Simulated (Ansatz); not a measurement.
# Σ11 (332) boundary in bcc W with Bi (substitutional): structure and resistance, part 2 of 2

How much does the Σ11 (332) boundary in bcc W with Bi (substitutional) reflect electrons?

Ansatz 0.2.0; Ansatz plane-wave DFT, PBE, PAW files; relaxation of a bicrystal slab with its lowest layers held; PAW set soft_1 (the session's first sound run).

So far: Starting point; Relaxing the bicrystal.

### 2. Relaxing the bicrystal (continued)

The steps of the relaxation:

| step | energy less that of the first step (eV) | largest force component (eV/Å) |
| --- | --- | --- |
| 1 | 0.0000 | 2.5912 |
| 2 | -0.9748 | 0.9329 |
| 3 | -1.2549 | 0.3381 |
| 4 | -1.3677 | 0.2040 |
| 5 | -1.4435 | 0.0843 |
| 6 | -1.4786 | 0.0704 |
| 7 | -1.4837 | 0.0667 |
| 8 | -1.4846 | 0.0233 |
| 9 | -1.4846 | 0.0232 |

Forces are held to the 2 operations that the run works with; a distortion that breaks them can't arise in this run.

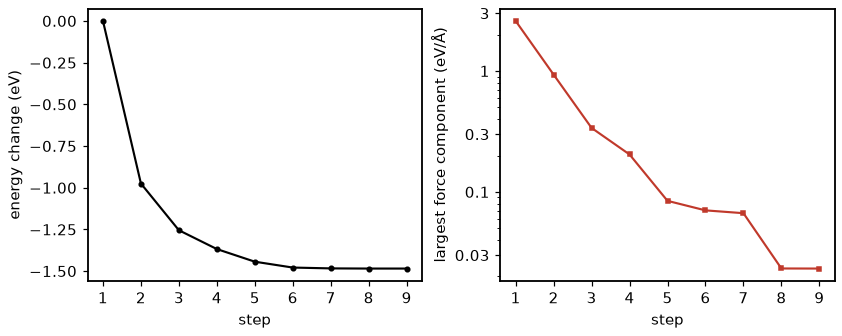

Energy and largest force along the relaxation.

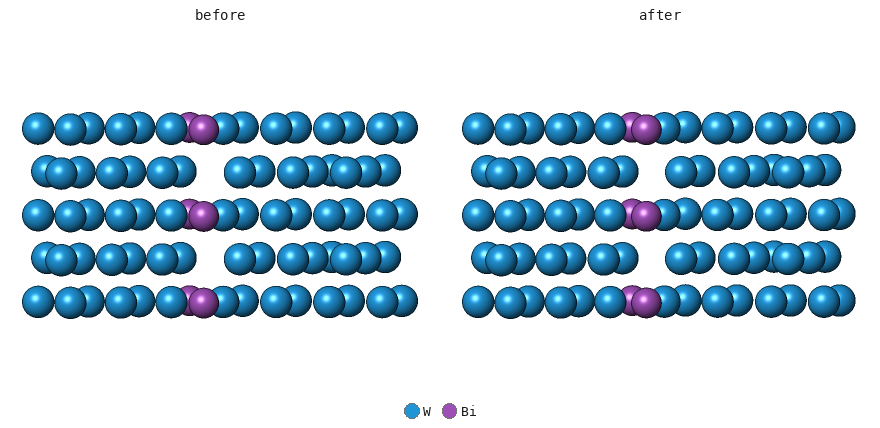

Before and after, at one scale.

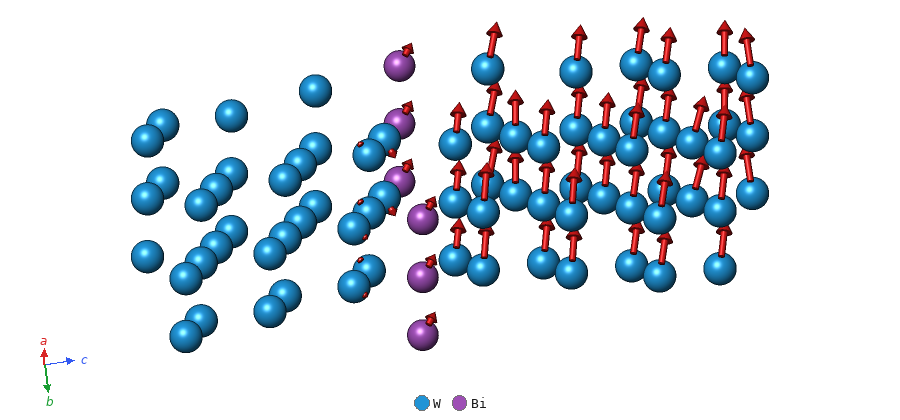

Displacements in the relaxation, exaggerated; the longest in the cell stands for 0.86 Å. 2×1×1 cells are drawn. Some periodic images of atoms are drawn too.

The atoms that moved most (Å):

| atom | dx | dy | dz | length |
| --- | --- | --- | --- | --- |
| W28 | 0.000 | -0.861 | -0.001 | 0.861 |
| W15 | 0.000 | -0.837 | 0.179 | 0.856 |
| W26 | 0.000 | -0.806 | 0.200 | 0.830 |
| W25 | 0.000 | -0.759 | 0.301 | 0.816 |
| W22 | 0.000 | -0.782 | 0.211 | 0.810 |
| W18 | 0.000 | -0.789 | 0.182 | 0.810 |
| W24 | 0.000 | -0.783 | 0.205 | 0.809 |
| W19 | 0.000 | -0.791 | 0.165 | 0.808 |

The relaxed structure:

```cif
data_structure
_symmetry_space_group_name_H-M 'P 1'
_symmetry_Int_Tables_number 1
_cell_length_a 4.4757
_cell_length_b 5.2482
_cell_length_c 29.8927
_cell_angle_alpha 90.000
_cell_angle_beta 90.000
_cell_angle_gamma 90.000
_cell_volume 702.16
loop_
_atom_site_label
_atom_site_type_symbol
_atom_site_fract_x
_atom_site_fract_y
_atom_site_fract_z
_atom_site_occupancy
W1 W 0.00000 0.27273 0.16727 1
W2 W 0.50000 0.00000 0.18984 1
W3 W 0.00000 0.72727 0.21241 1
W4 W 0.50000 0.45455 0.23498 1
W5 W 0.00000 0.18182 0.25755 1
W6 W 0.50000 0.91238 0.27947 1
W7 W 0.00000 0.63749 0.30248 1
W8 W 0.50000 0.36615 0.32542 1
W9 W 0.00000 0.08800 0.34734 1
W10 W 0.50000 0.83151 0.37253 1
W11 W 0.00000 0.52870 0.39141 1
W12 W 0.50000 0.30963 0.41797 1
Bi13 Bi 0.00000 0.94907 0.44410 1
W14 W 0.00000 0.41937 0.48847 1
W15 W 0.50000 0.65864 0.51184 1
W16 W 0.00000 0.94512 0.53676 1
W17 W 0.50000 0.21404 0.55461 1
W18 W 0.00000 0.48598 0.57965 1
W19 W 0.50000 0.75840 0.60165 1
W20 W 0.00000 0.03367 0.62475 1
W21 W 0.50000 0.30523 0.64742 1
W22 W 0.00000 0.57818 0.67090 1
W23 W 0.50000 0.85203 0.69372 1
W24 W 0.00000 0.12359 0.71587 1
W25 W 0.50000 0.40091 0.74163 1
W26 W 0.00000 0.66462 0.76084 1
W27 W 0.50000 0.94012 0.78057 1
W28 W 0.00000 0.19963 0.79924 1
```

This step gave:

- free energy: -292802.8299 eV
- energy at zero smearing: -292802.5131 eV
- Fermi energy: 12.78 eV

The largest force component on a free atom ends at 0.023 eV/Å, under the tolerance of 0.03, after 9 steps.

### 3. Transmission across the boundary

This step: Ansatz plane-wave DFT, PBE, PAW files; ballistic transport by layer matching (Landauer), zero bias; boundary relaxed in a short slab, bulk layers laid on; PAW set soft_1 (Ansatz 0.2.0).

System of this step: Σ11 (332) boundary in bcc W with Bi (substitutional). The cell holds 64 atoms: 63 W and 1 Bi. Its edges and angles: a = 4.476 Å, b = 5.248 Å, c = 51.367 Å, α = 90.0°, β = 90.0°, γ = 90.0°. It derives from W. Regions: lower grain, 26 atoms (26 W); boundary, 17 atoms (16 W and 1 Bi); upper grain, 21 atoms (21 W). Vacuum lies along c.

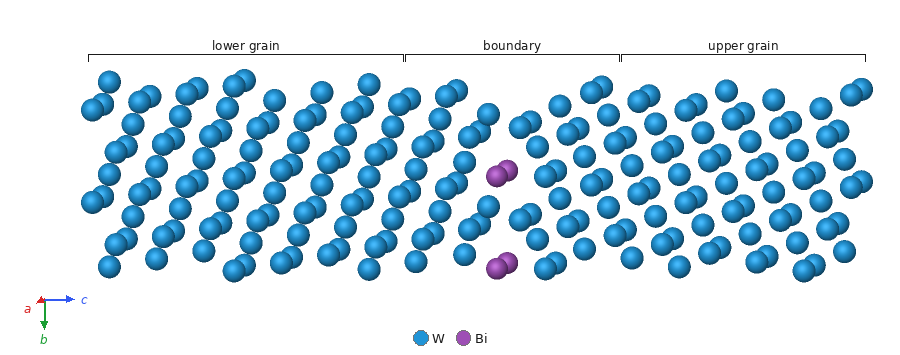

The cell of this step (tungsten blue, bismuth purple). 1×2×1 cells are drawn. Some periodic images of atoms are drawn too.

The input, input.yaml:

```yaml
crystal:
  lattice:
    - [4.4757030822, 0.0, 0.0]
    - [0.0, 5.2482270683, 0.0]
    - [0.0, 0.0, 51.3668529213]
  atoms:
    - { symbol: W, position: [-17.0, 9.2727272728, 0.0778712296] }
    - { symbol: W, position: [-16.5, 9.0, 0.0910068918] }
    - { symbol: W, position: [-16.0, 8.7272727273, 0.104142554] }
    - { symbol: W, position: [-15.5, 8.4545454546, 0.1172782162] }
    - { symbol: W, position: [-15.0, 8.1818181818, 0.1304138784] }
    - { symbol: W, position: [-14.5, 7.9090909091, 0.1435495405] }
    - { symbol: W, position: [-14.0, 7.6363636364, 0.1566852027] }
    - { symbol: W, position: [-13.5, 7.3636363637, 0.1698208649] }
    - { symbol: W, position: [-13.0, 7.0909090909, 0.1829565271] }
    - { symbol: W, position: [-12.5, 6.8181818182, 0.1960921892] }
    - { symbol: W, position: [-12.0, 6.5454545455, 0.2092278514] }
    - { symbol: W, position: [-11.5, 6.2727272727, 0.2223635136] }
    - { symbol: W, position: [-11.0, 6.0, 0.2354991758] }
    - { symbol: W, position: [-10.5, 5.7272727273, 0.248634838] }
    - { symbol: W, position: [-10.0, 5.4545454545, 0.2617705001] }
    - { symbol: W, position: [-9.5, 5.1818181818, 0.2749061623] }
    - { symbol: W, position: [-9.0, 4.9090909091, 0.2880418245] }
    - { symbol: W, position: [-8.5, 4.6363636364, 0.3011774867] }
    - { symbol: W, position: [-8.0, 4.3636363636, 0.3143131488] }
    - { symbol: W, position: [-7.5, 4.0909090909, 0.327448811] }
    - { symbol: W, position: [-7.0, 3.8181818182, 0.3405844732] }
    - { symbol: W, position: [-6.5, 3.5454545454, 0.3537201354] }
    - { symbol: W, position: [-6.0, 3.2727272727, 0.3668557976] }
    - { symbol: W, position: [-5.5, 3.0, 0.3799914597] }
    - { symbol: W, position: [-5.0, 2.7272727273, 0.3931271219] }
    - { symbol: W, position: [-4.5, 2.4545454545, 0.4062627841] }
    - { symbol: W, position: [0.0, 0.1818181818, 0.4193984463] }
    - { symbol: W, position: [0.5, 0.9123809654, 0.4321545966] }
    - { symbol: W, position: [0.0, 0.6374909705, 0.4455446539] }
    - { symbol: W, position: [0.5, 0.36615458, 0.458894779] }
    - { symbol: W, position: [0.0, 0.0879980882, 0.4716518719] }
    - { symbol: W, position: [0.5, 0.8315107172, 0.486307098] }
    - { symbol: W, position: [0.0, 0.5287022633, 0.4972941139] }
    - { symbol: W, position: [0.5, 0.3096291329, 0.5127527293] }
    - { symbol: Bi, position: [0.0, -0.0509259703, 0.5279565288] }
    - { symbol: W, position: [0.0, 0.4193674086, 0.5537803617] }
    - { symbol: W, position: [0.5, 0.6586406382, 0.5673778611] }
    - { symbol: W, position: [0.0, -0.0548801159, 0.5818835984] }
    - { symbol: W, position: [0.5, 0.2140400577, 0.5922683282] }
    - { symbol: W, position: [0.0, 0.4859826193, 0.6068403231] }
    - { symbol: W, position: [0.5, 0.7583987849, 0.6196417447] }
    - { symbol: W, position: [0.0, 0.0336720298, 0.6330853832] }
    - { symbol: W, position: [0.5, 0.3052264378, 0.6462798646] }
    - { symbol: W, position: [-5.0, 2.5779537105, 0.6594155268] }
    - { symbol: W, position: [-5.5, 2.8506809832, 0.672551189] }
    - { symbol: W, position: [-6.0, 3.1234082559, 0.6856868512] }
    - { symbol: W, position: [-6.5, 3.3961355287, 0.6988225133] }
    - { symbol: W, position: [-7.0, 3.6688628014, 0.7119581755] }
    - { symbol: W, position: [-7.5, 3.9415900741, 0.7250938377] }
    - { symbol: W, position: [-8.0, 4.2143173469, 0.7382294999] }
    - { symbol: W, position: [-8.5, 4.4870446196, 0.751365162] }
    - { symbol: W, position: [-9.0, 4.7597718923, 0.7645008242] }
    - { symbol: W, position: [-9.5, 5.032499165, 0.7776364864] }
    - { symbol: W, position: [-10.0, 5.3052264378, 0.7907721486] }
    - { symbol: W, position: [-10.5, 5.5779537105, 0.8039078108] }
    - { symbol: W, position: [-11.0, 5.8506809832, 0.8170434729] }
    - { symbol: W, position: [-11.5, 6.123408256, 0.8301791351] }
    - { symbol: W, position: [-12.0, 6.3961355287, 0.8433147973] }
    - { symbol: W, position: [-12.5, 6.6688628014, 0.8564504595] }
    - { symbol: W, position: [-13.0, 6.9415900742, 0.8695861216] }
    - { symbol: W, position: [-13.5, 7.2143173469, 0.8827217838] }
    - { symbol: W, position: [-14.0, 7.4870446196, 0.895857446] }
    - { symbol: W, position: [-14.5, 7.7597718923, 0.9089931082] }
    - { symbol: W, position: [-15.0, 8.0324991651, 0.9221287704] }
kpoints:
  mp_grid: { grid: [6, 5, 1] }
hamiltonian:
  xc: pbe
  pseudopotentials: { kind: paw, azcp: { folder: soft_1 } }
scf:
  occupations: { method: fermi_dirac, width: 0.1 }
output:
  transmission:
    leads: [[14, 15], [52, 53]]
    kmesh: [14, 12]
    e_range: [-0.1, 0.1]
    de: 0.05
  write_potential: true
  write_density: true
  volumetric_format: npy
  elf: true
```

The run is started by

```bash
ansatz run input.yaml --threads 4 --pin off --max-ram 15360MiB --backend cpu --events-out ev --progress --plain --runs-dir out
```

Numbers of over 12 decimals in the logs are rounded to 6 here.

The program printed:

```text
[...]
Crystal: 64 atoms, lattice volume = 1206.582 Å³
Basis set: ecut = 420 eV, 23713 PW (Γ)
Bands: 539, of which v1, the nominal top of the filled ones, is band 449 counted from 1 (448 counted from 0)
Symmetry: 2 space group operations
[...]
k-points: 12 of 30 (time reversal used)
[...]
SCF iter   1: F=—  HF=-666715.917594 eV  |F-HF|=—  |Δ(HF+E_count)|=         —  Δρ=6.09e-2  dr2=4.48e2  ethr=3.10e-3  ⟨swp⟩=6.3  Hψ=26485  notcnv=0
[...]
SCF iter  14: F=-666695.647004 eV  HF=-666695.647004 eV  |F-HF|=3.49e-10  |Δ(HF+E_count)|=  9.31e-10  Δρ=1.29e-7  dr2=3.74e-10  ethr=1.00e-12  ⟨swp⟩=1.2  Hψ=15326  notcnv=0
SCF 1 converged in 14 iterations: F = -666695.647004 eV  dr2 = 3.74e-10
[...]
transmission: 224 of 2240 steps passed
transmission: 448 of 2240 steps passed
[...]
transmission: 2240 of 2240 steps passed
WARN: The input density's exchange-correlation potential varies sharply where the density is thin. Do not read a vacuum level from v_tot or v_xc, or from such a field of the output density. On a cell that repeats whose density bears no net charge and no dipole along the vacuum's axis use v_es (v_loc + v_h of the components); under efield.dipole_correction with no amplitude use v_es + v_field, which holds any external [...]
SCF converged after 14 iterations
an eigenvalue changed by more than its tolerance at an iteration that met the thresholds in force, so the SCF went on 2 times: the last check was not made
the last check of whether an eigenvalue changes by more than its tolerance under the output density was not made (no_room)
Free energy (F): -666695.647004 eV
[...]
Internal energy: -666694.465524 eV  (E = F + TS)
E sigma→0 (E₀):  -666695.056264 eV
Entropy (-TS):   -1.181481 eV (-18.461 meV/atom)
Fermi energy:    18.278619 eV
[...]
--- Band table (eV; the first three rows and the last of 12) ---
  k-point 0: bands = [... 445 lower, 18.0595, 18.2192, 18.2431, 18.3401, 18.4287, 18.4441, 18.6030, 18.6409, ... 86 higher]
  k-point 1: bands = [... 445 lower, 18.0386, 18.0462, 18.1650, 18.1975, 18.2977, 18.3183, 18.4005, 18.4154, ... 86 higher]
  k-point 2: bands = [... 445 lower, 18.2243, 18.2540, 18.2954, 18.4097, 18.4378, 18.4651, 18.5081, 18.5973, ... 86 higher]
  k-point 11: bands = [... 445 lower, 18.0959, 18.2305, 18.2383, 18.2858, 18.3028, 18.3213, 18.4284, 18.4495, ... 86 higher]
--- Transmission ---
  basis      : 211 plane waves across, 40 finite elements along
  points     : 56, standing for a mesh of 14 x 12
  energies   : 5 from -0.100000 to 0.100000 eV about the Fermi level, 0.050000 eV apart; the leads are filled to 0.000000 eV, and channels, transmission and decay are at 0.000000 eV
  crystal 0  : W4, at the sites [14, 15], period 2.6990 Å, over 18.22 Å; its Hamiltonian steps by up to 16.5 meV
    offset         : up to 0.0000 Å between an atom of the period and one for which it stands
    channels       : 2.678571e0 a spin
    conductance    : none, the energies end too early or step too widely for 300 K: set another output.transmission.e_range or a lower de, or, where they end at an eighth of basis.ecutwfc, a higher one
[...]
channels       : 2.654762e0 a spin
[...]
junction   : crystal 0 to crystal 1, 13.11 to 37.58 Å
    transmission   : 8.312841e-1 a spin
[...]
```

Wall time 36 min (4 threads of Arm Neoverse V1, shared host); peak memory 11 GiB; 2.3 h of CPU time.

Reading the cycles: dr2 is the Hartree energy of the density residual (eV), the measure of convergence; HF is the Harris–Foulkes estimate of the energy, which meets the free energy F at convergence.

Numbers from this step:

| Quantity | Value |
| --- | --- |
| free energy | -666695.6470 eV |
| energy at zero smearing | -666695.0563 eV |
| Fermi energy | 18.28 eV |
| cell area | 23.49 Å² |
| transmission per spin nearest the Fermi level | 0.8313 |
| open channels per spin nearest the Fermi level | 2.679 |
| open channels per spin, upper lead | 2.655 |
| step of the lead's potential | 16.5 meV |
| step of the upper lead's potential | 13.9 meV |

Per spin. Transmission, zone mean against energy, zero at the Fermi level:

| energy (eV) | transmission, zone mean |
| --- | --- |
| -0.1000 | 0.824 |
| -0.0500 | 0.829 |
| 0.0000 | 0.831 |
| 0.0500 | 0.856 |
| 0.1000 | 0.888 |

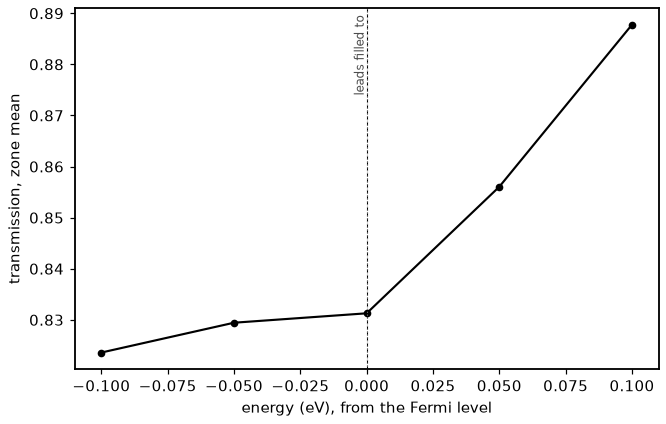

Transmission, zone mean against energy.

Per spin. The open channels, zone mean by energy, zero at the Fermi level:

| energy (eV) | lead | upper lead |
| --- | --- | --- |
| -0.1000 | 2.58 | 2.63 |
| -0.0500 | 2.67 | 2.67 |
| 0.0000 | 2.68 | 2.65 |
| 0.0500 | 2.89 | 2.86 |
| 0.1000 | 2.99 | 2.94 |

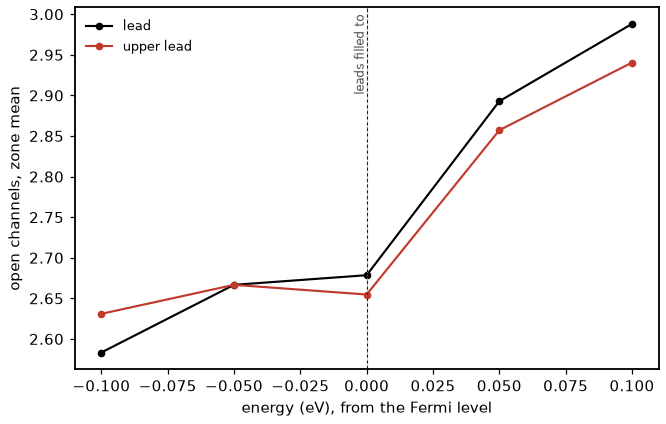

Open channels, zone mean against energy.

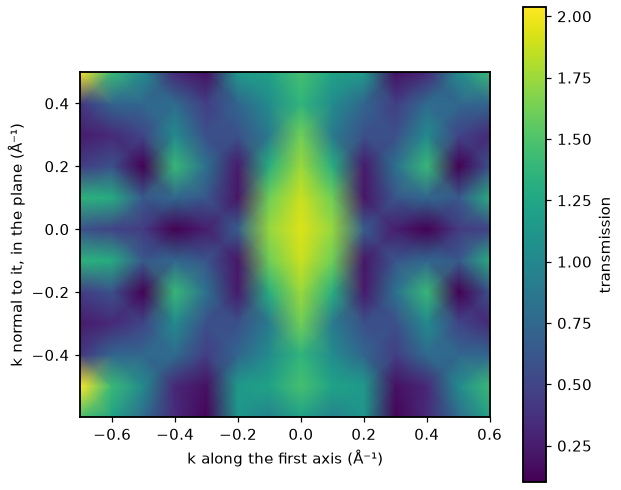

Transmission over k1 and k2. At 0.0000 eV from the Fermi level.

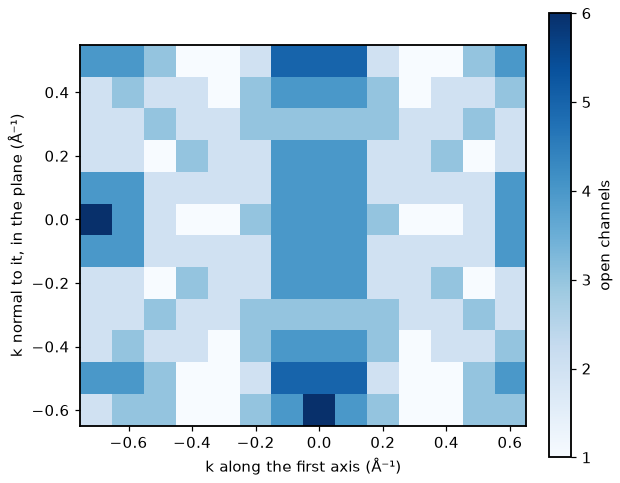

Open channels over k1 and k2. At 0.0000 eV from the Fermi level.

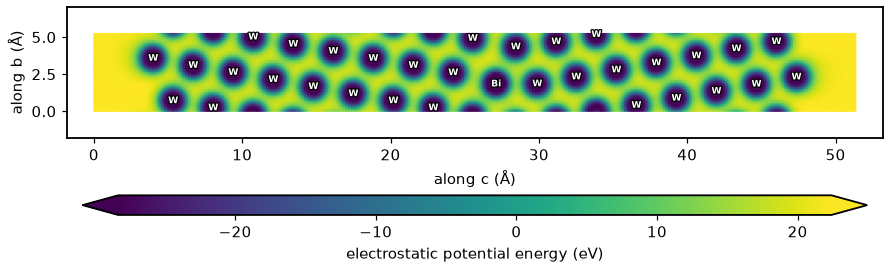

Electrostatic potential energy in the cb plane at fractional x = 0.000, with atoms of W and Bi within 0.2 Å of it. With pseudopotentials it is smooth inside the atoms' cores, unlike the true potential. The map starts off the cell's origin, so that atoms lie inside it.

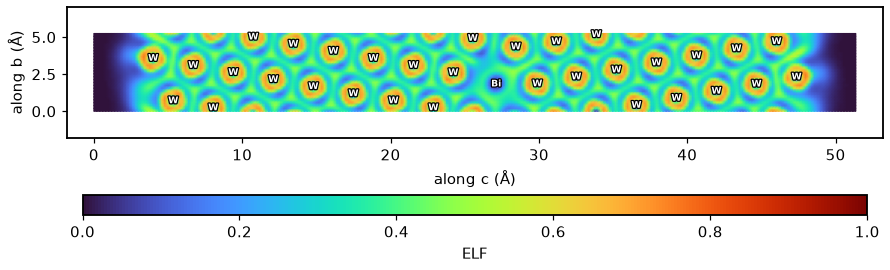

ELF in the cb plane at fractional x = 0.000, with atoms of W and Bi within 0.2 Å of it. It is the smooth field of the valence electrons, not physical close to the nuclei. The map starts off the cell's origin, so that atoms lie inside it.

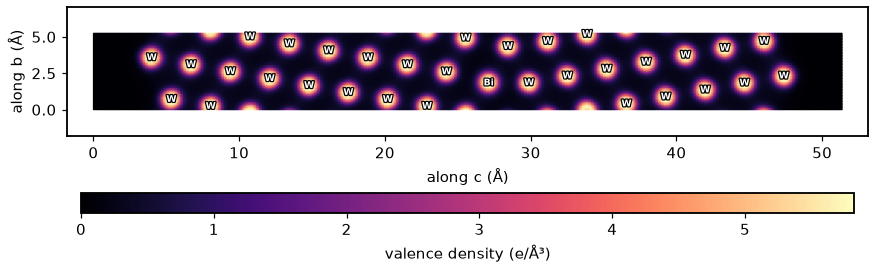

Valence density in the cb plane at fractional x = 0.000, with atoms of W and Bi within 0.2 Å of it. It is the smooth field of the valence electrons, not physical close to the nuclei. The map starts off the cell's origin, so that atoms lie inside it.

Over the solved energies the transmission per spin lies between 0.824 and 0.888, out of 2.76 channels of the lead on average (up to 2.99).

### 4. Specific resistance

This step: Ansatz plane-wave DFT, PBE, PAW files; ballistic transport by layer matching (Landauer), zero bias; specific resistance of the boundary; PAW set soft_1 (Ansatz 0.2.0).

This step gave:

```
area resistance                      : 2.485 fΩ m²
T over the leads' mean channel count : 0.3068
```

Averaged over the energies near the Fermi level, 30.7 % of the channels pass, which makes 2.49 fΩ m².

By hand, with T and the leads' channels N averaged over the energies near the Fermi level: RA = A (h/2e²)(1/T − ½[1/N₁ + 1/N₂]) = 23.49×10⁻²⁰ m² × 12 906 Ω × (1/0.8456 − ½[1/2.762 + 1/2.75]) = 2.49 fΩ m².

### 5. Results

- specific resistance of the boundary: 2.49 fΩ m²
- share of channels that pass: 0.307

**Reading.** The boundary has a specific resistance of 2.5 fΩ m². The boundary reflects 69 % of the channels; 2.5 fΩ m² is 25×10⁻¹² Ω·cm². That equals the resistance of 46 nm of bulk W at 300 K (measured 5.44 µΩ cm, CRC Handbook of Chemistry and Physics, 84th ed., 2003, Electrical Resistivity of Pure Metals). One Bi in 23.5 Å² of boundary is a high coverage. In the relaxation the upper grain slid sideways by about 0.8 Å, so the result belongs to the position that it found, not to the starting one. Each plane of this narrow cell holds one atom, so the solute fills a whole plane. One starting structure was relaxed; another shift or atom count at the boundary may lie lower. Spin-orbit coupling is left out, which matters for Bi and W.

[Logs are printed without paths, hosts, clocks, repeated set-up lines and the standing remarks that a program may print on its own settings, such as how far it seeks lower states.]

[Hosts, paths, dates, database ids (printed as entryN), source tags and the programs' standing remarks are cut or masked in the printed files.]
